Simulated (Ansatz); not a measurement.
Here is a crystal structure:

```yaml
crystal:
  lattice:
    - [3.05882, 0.00000, 0.00000]
    - [-1.52941, 2.64902, 0.00000]
    - [0.00000, 0.00000, 7.37127]
  atoms:
    - { symbol: Al, position: [0.00000, 0.00000, 0.77795] }
    - { symbol: Al, position: [0.00000, 0.00000, 0.22205] }
    - { symbol: O, position: [0.33333, 0.66667, 0.69945] }
    - { symbol: O, position: [0.66667, 0.33333, 0.30055] }
    - { symbol: O, position: [0.00000, 0.00000, 0.00000] }
```

Describe what this structure looks like.

The solid is Al₂O₃. Space group: P-3m1 (No. 164). Lattice: primitive hexagonal. Cell content: 2 Al, 3 O, that is 1 formula unit. Al is linked to four O in a distorted tetrahedral arrangement at 1.64 to 1.86 Å. O takes two kinds of site: 2d with three Al in a trigonal pyramidal arrangement at 1.86 Å; 1a with two Al in a linear arrangement at 1.64 Å. The bonds build Al2O3 layers parallel to (001).

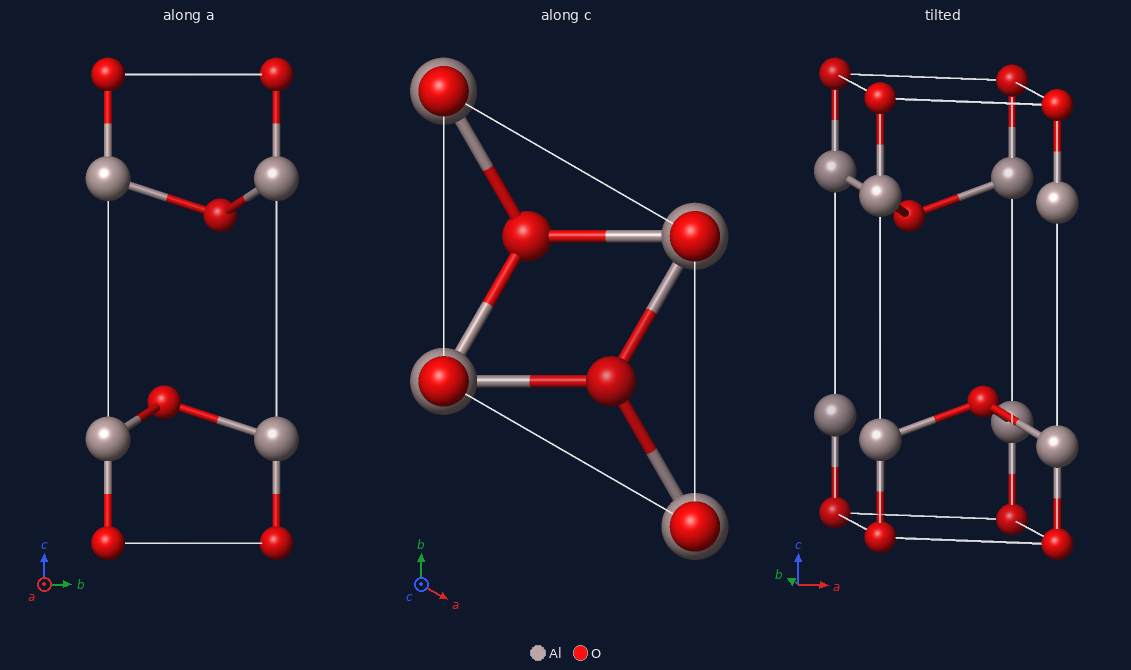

Shown here is a ball-and-stick view of the crystal, taken along the a axis, along the c axis and slightly off an axis. The edges of the conventional unit cell are marked. Colours: aluminium light grey, oxygen red.

The model was built from a structure listed in the Materials Project. The cell was then strained or its atoms displaced on purpose. Ansatz was used for an electronic-structure calculation on it.

At this level of theory the cell isn't at rest (stretched, at -7 GPa and forces up to 1.3 eV/Å), so its distances can differ from those at equilibrium, the more so the softer the solid.
